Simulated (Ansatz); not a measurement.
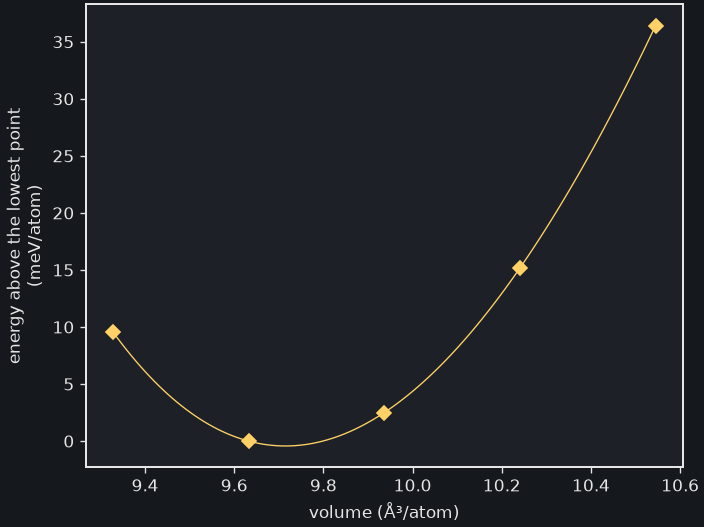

The plot gives the computed energy above the lowest point against volume for ZnO, space group Fm-3m (No. 225) (one of a set of cubic test structures, which need not be the stable phase).

Calculation (Ansatz 0.2.0 development build): equation of state of a cubic crystal from periodic Kohn-Sham density functional theory without spin, third-order Birch-Murnaghan fit to the free energies; pressure corrected for the finite basis. Level: r2SCAN.

```csv
setting,value
structure type,rock salt
atoms in cell,2
space group number,225
lattice centring,face-centred primitive
k mesh,13×13×13
occupation method,Fermi–Dirac
occupation width,0.1 eV
wave cutoff,700 eV
datasets,hard PAW
density tolerance,1e-09 eV
bands,17
density cutoff ratio,4
search for lower states,default
xc grid level,2
```

From this curve and the settings, what does the calculation give for the pressure at the same points?

The pressure falls from 8.6 GPa at volume 9.33 Å³/atom to −13.2 GPa at 10.55 Å³/atom, and changes sign near 9.72 Å³/atom.

| volume (Å³/atom) | pressure (GPa) |
| --- | --- |
| 9.33 | 8.6 |
| 9.63 | 1.7 |
| 9.94 | −4.2 |
| 10.24 | −9.1 |
| 10.55 | −13.2 |

Limits of the calculation: cubic model structure, not the ambient form; pseudopotentials made with PBE, not this functional.
